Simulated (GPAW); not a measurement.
## 3d dopants in ZnS: moments across the series

One cation of ZnS is replaced by one 3d element after another. What moment does each carry?

Calculated with GPAW 26.7.0; PBE; plane waves with GPAW's PAW setups, scalar-relativistic.

## Step 1: Set-up

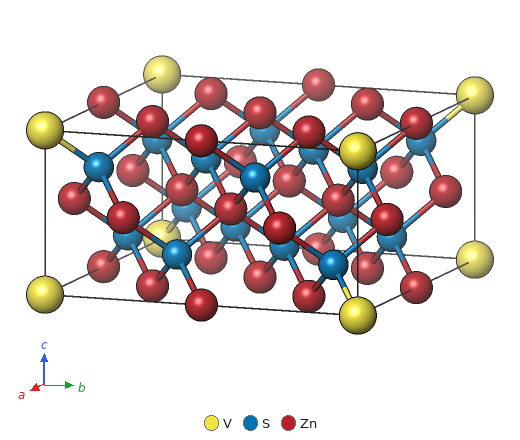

The starting structure, seen slightly off an axis (vanadium yellow, sulfur blue, zinc red). Bonds to atoms that aren't drawn are left out. Some periodic images of atoms are drawn too.

This is the first member shown.

## Step 2: The first member

This run shows input and output; the others differ as the table says.

File order1.py:

```python
import json
import numpy as np
from ase import Atoms
from ase.parallel import paropen, parprint
from gpaw import GPAW

atoms = Atoms(['V', 'S', 'Zn', 'S', 'Zn', 'S', 'Zn', 'S', 'Zn', 'S', 'Zn', 'S', 'Zn', 'S', 'Zn', 'S', 'Zn', 'S', 'Zn', 'S', 'Zn', 'S', 'Zn', 'S', 'Zn', 'S', 'Zn', 'S', 'Zn', 'S', 'Zn', 'S'],
    cell=[[10.818, 0.0, 0.0],
         [0.0, 10.818, 0.0],
         [0.0, 0.0, 5.409]],
    scaled_positions=[[0.0, 0.0, 0.0],
         [0.125, 0.125, 0.25],
         [0.0, 0.25, 0.5],
         [0.125, 0.375, 0.75],
         [0.25, 0.0, 0.5],
         [0.375, 0.125, 0.75],
         [0.25, 0.25, 0.0],
         [0.375, 0.375, 0.25],
         [0.0, 0.5, 0.0],
         [0.125, 0.625, 0.25],
         [0.0, 0.75, 0.5],
         [0.125, 0.875, 0.75],
         [0.25, 0.5, 0.5],
         [0.375, 0.625, 0.75],
         [0.25, 0.75, 0.0],
         [0.375, 0.875, 0.25],
         [0.5, 0.0, 0.0],
         [0.625, 0.125, 0.25],
         [0.5, 0.25, 0.5],
         [0.625, 0.375, 0.75],
         [0.75, 0.0, 0.5],
         [0.875, 0.125, 0.75],
         [0.75, 0.25, 0.0],
         [0.875, 0.375, 0.25],
         [0.5, 0.5, 0.0],
         [0.625, 0.625, 0.25],
         [0.5, 0.75, 0.5],
         [0.625, 0.875, 0.75],
         [0.75, 0.5, 0.5],
         [0.875, 0.625, 0.75],
         [0.75, 0.75, 0.0],
         [0.875, 0.875, 0.25]],
    pbc=True,
    magmoms=[2.0, 0.0, 0.0, 0.0, 0.0, 0.0, 0.0, 0.0, 0.0, 0.0, 0.0, 0.0, 0.0, 0.0, 0.0, 0.0, 0.0, 0.0, 0.0, 0.0, 0.0, 0.0, 0.0, 0.0, 0.0, 0.0, 0.0, 0.0, 0.0, 0.0, 0.0, 0.0])
atoms.calc = GPAW(mode={'name': 'pw', 'ecut': 450},
    xc='PBE',
    kpts={'size': (3, 3, 5), 'gamma': True},
    occupations={'name': 'fermi-dirac', 'width': 0.05},
    convergence={'density': 1e-05, 'energy': 1e-05},
    maxiter=200,
    mixer={'name': 'pulay', 'beta': 0.05, 'nmaxold': 6, 'weight': 50},
    symmetry={'tolerance': 1e-4},
    txt='order1.txt')
e = atoms.get_potential_energy(force_consistent=True)
res = {'free_energy': e, 'energy_sigma0': atoms.get_potential_energy(), 'fermi_energy': atoms.calc.get_fermi_level()}
res['moments'] = atoms.get_magnetic_moments().tolist()
res['total'] = atoms.get_magnetic_moment()
parprint('site moments (muB):', np.round(res['moments'], 3))
parprint(f"total moment: {res['total']:.3f} muB")
parprint(f'free energy: {e:.6f} eV')
atoms.calc.write('order1.gpw')
with paropen('results.json', 'w') as f:
    json.dump(res, f)
```

On the command line:

```
> OMP_NUM_THREADS=1 mpirun -n 4 gpaw python order1.py > order1.log
```

Numbers of over 12 decimals in the logs are rounded to 6 here.

What it wrote:

```text
site moments (muB): [ 2.248e+00 -1.600e-02  1.900e-02  3.000e-03  1.900e-02  3.000e-03
  1.000e-02  2.000e-03  3.000e-03  3.000e-03  1.900e-02 -1.600e-02
  1.000e-03  2.000e-03  1.000e-02  3.000e-03  3.000e-03  3.000e-03
  1.000e-03  2.000e-03  1.900e-02 -1.600e-02  1.000e-02  3.000e-03
  2.000e-03  2.000e-03  1.000e-03  3.000e-03  1.000e-03  3.000e-03
  1.000e-02 -1.600e-02]
total moment: 2.993 muB
free energy: -116.429682 eV

--- order1.txt ---
Input parameters:
  mode=PW(ecut=450),
  convergence={'density': 1e-05, 'energy': 1e-05},
  kpts=MonkhorstPack(size=(3, 3, 5), gamma=True),
  maxiter=200,
  mixer=Pulay(name='pulay', nmaxold=6, beta=0.05, weight=50, sigma=0.015, g_ss=None),
  occupations=Occupations(name='fermi-dirac', width=0.05),
  symmetry=Symmetry(tolerance=0.0001),
  xc=XC(name='PBE')

Diagonalizing LCAO Hamiltonian
Converting LCAO to pw mode
        .--------------------------.
       /|                          |
      / |                          |
     /  | S             S          |
    /   |       S            S     |
   /  Zn|           Zn             |
  /    S|        S   S         S   |
 *      .--Zn------------Zn--------.
 |     / S  S         S  S        /
 | Zn /      Zn Zn         Zn    /
 |   /        S            S    /
 |  /S  Zn        ZS Zn        /
 | /     Zn            Zn     /
 |/                          /
 V-------------Zn-----------*

Atoms  # Å, Bohr magnetons
|    | symbol |        x |        y |        z |    initial magnetic moments |
|----|--------|----------|----------|----------|-----------------------------|
[...]
Zero:              0.379109
  External:          0.000000
  Xc:             -144.467598
  Entropy:          -0.073469
  Spinorbit:         0.000000
  ----------------------------
  Free energy:    -116.429682
  Extrapolated:   -116.392948

dipole moment: (-86.996278, -86.996278, -84.428166)  # |e|*Ang

Total magnetic moment: (0.000000, 0.000000, 2.993309)

Local magnetic moments
|        x |        y |         z |
|----------|----------|-----------|
| 0.000000 | 0.000000 |  2.248412 |  # V    0
| 0.000000 | 0.000000 | -0.015500 |  # S    1
| 0.000000 | 0.000000 |  0.019149 |  # Zn   2
| 0.000000 | 0.000000 |  0.002936 |  # S    3
| 0.000000 | 0.000000 |  0.019149 |  # Zn   4
[...]
| 0.000000 | 0.000000 |  0.000718 |  # Zn  28
| 0.000000 | 0.000000 |  0.002936 |  # S   29
| 0.000000 | 0.000000 |  0.009694 |  # Zn  30
| 0.000000 | 0.000000 | -0.015500 |  # S   31

Fermi level: 5.883
Eigenvalues  # (at kpt = [0.000, 0.000, 0.000])
| band index |      eig [eV] | occ [0-1] |      eig [eV] | occ [0-1] |
|------------|---------------|-----------|---------------|-----------|
|          0 |       -59.508 |     1.000 |       -57.199 |     1.000 |
|        ... |               |           |               |           |
|        137 |         2.786 |     1.000 |         2.813 |     1.000 |
|        138 |         2.786 |     1.000 |         2.813 |     1.000 |
|        139 |         2.871 |     1.000 |         2.878 |     1.000 |
|        140 |         3.572 |     1.000 |         3.636 |     1.000 |
[...]
|        149 |         7.400 |     0.000 |         7.725 |     0.000 |
|        150 |         7.431 |     0.000 |         7.830 |     0.000 |
|        151 |         7.431 |     0.000 |         7.830 |     0.000 |
|        ... |               |           |               |           |
|        178 |        10.834 |     0.000 |        10.932 |     0.000 |

No gap
No difference between direct/indirect transitions

[key lines of the parts left out:]
Converged in 30 steps
```

Run time: 20 min. Hardware: 4 MPI ranks of Arm Neoverse V1, shared host; peak memory 2.8 GiB.

After 30 cycles the largest moment stands at 2.25 μB.

## Step 3: The series

All use a 3×3×5 mesh. Each dopant starts with a moment; a run without spin polarisation gives the energy that the moment gains.

```
dopant  moment in its sphere (μB)  net moment (μB a cell)  largest moment elsewhere (μB)  gain by spin polarisation (meV)
     V                      +2.25                    2.99                          +0.02                              751
    Cr                      +3.21                    4.00                          +0.02                             1413
    Mn                      +4.05                    5.00                          +0.03                             2487
    Fe                      +3.16                    4.00                          +0.04                             1766
    Co                      +2.22                    3.00                          +0.06                             1353
    Ni                      +1.29                    2.00                          +0.07                              398
    Cu                      +0.11                    0.31                          +0.02                                0
```

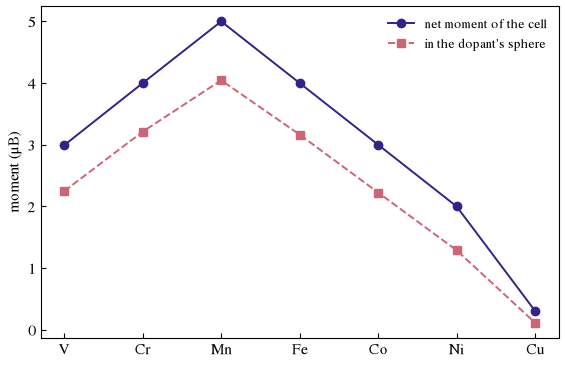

Moments across the 3d series.

## Step 4: What came out

| Item | Value |
| --- | --- |
| largest net moment | 5.00 μB (Mn) |
| within 0.02 of a whole number of μB | V 2.99, Cr 4.00, Mn 5.00, Fe 4.00, Co 3.00, Ni 2.00 |
| no settled moment | Cu |

**Reading.** The net moment is largest for Mn, 5.00 μB, and vanishes or is a mere residue for Cu. V, Cr, Mn, Fe, Co and Ni give a whole number of μB, as a fixed count of unpaired electrons does. Each dopant had one start, so another spin state can lie lower; in so small a cell the dopant levels widen into bands, and with the smearing this can quench a moment. The atoms were not relaxed, which can shift moments and couplings. Trends hold for the rows shown; the series may have further members. Spin–orbit coupling is left out.

[Logs and program files are shortened in this print: banners, set-up blocks, solver, clock and traceback lines can be left out without a mark of their own.]

[Logs are printed without paths, hosts, clocks, repeated set-up lines and the standing remarks that a program may print on its own settings, such as how far it seeks lower states.]

[Hosts, paths, dates, database ids (printed as entryN), source tags and the programs' standing remarks are cut or masked in the printed files.]

[Where a cell is said to come from a database of computed structures, the database is the Materials Project.]
